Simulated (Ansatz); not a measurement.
# HC24 (slab): what the fields show

HC24 (slab), 50 atoms, a = 7.39 Å, b = 17.07 Å, c = 22.00 Å, α = 90.00°, β = 90.00°, γ = 90.00°.

Method: DFT PBE+D3(BJ), scalar-relativistic, plane waves, PAW (Ansatz 0.2.0).

Core electrons are frozen (PAW), and the valence fields are smoothed inside the atomic spheres.

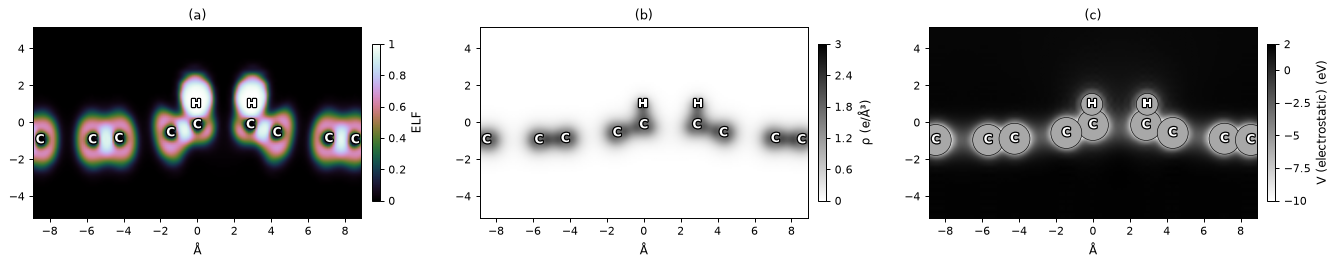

Figure 1. (a) ELF; (b) valence charge density (pseudo); (c) electrostatic potential energy of an electron on the (100) plane of the calculation cell, a cut from vacuum to vacuum. Grey discs cover the atomic cores in the potential map.

Describe what can be read from this map.

The plane passes through C and H nuclei. C–H (1.12 Å): ρ is about 1.8 e/Å³ halfway; the ELF climbs to about 1 towards the hydrogen, as it does in any bond to H; a covalent bond by its length. C–C (1.43 Å): ρ is about 2 e/Å³ halfway; the ELF peaks at about 0.95 between the atoms, as expected for a covalent bond. C–C (1.51 Å): the density is about 1.7 e/Å³ at the midpoint; the ELF peaks at about 0.95 between the atoms (localised, covalent bonding). The density dies away to nearly zero in the vacuum. Outside the cores the potential energy rises away from the atoms and is highest in the vacuum; its zero is arbitrary.

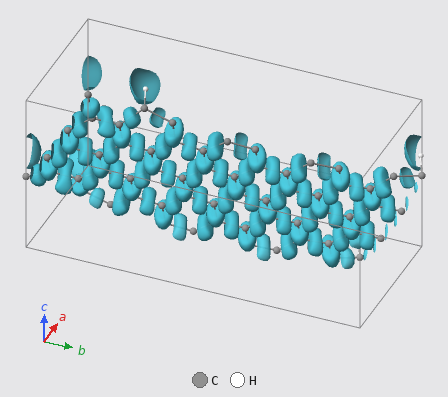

Figure 2. Isosurface of the electron localisation function at 0.75 (cyan), seen at an oblique angle. Only the valence region is drawn (cores and ρ < 0.01 e/Å³ removed). Sticks mark near contacts.

Identify the bonds, lone pairs and shells in this picture.

The ELF exceeds this value in 72 regions between bonded C–C atoms (shared pairs) and two regions around hydrogen nuclei, counted in one cell of 50 atoms. Counts are for one cell; the picture repeats the cell along the surface.


 C–C (1.38 Å): the ELF peaks at about 0.95 between the atoms: localised, covalent bonding.
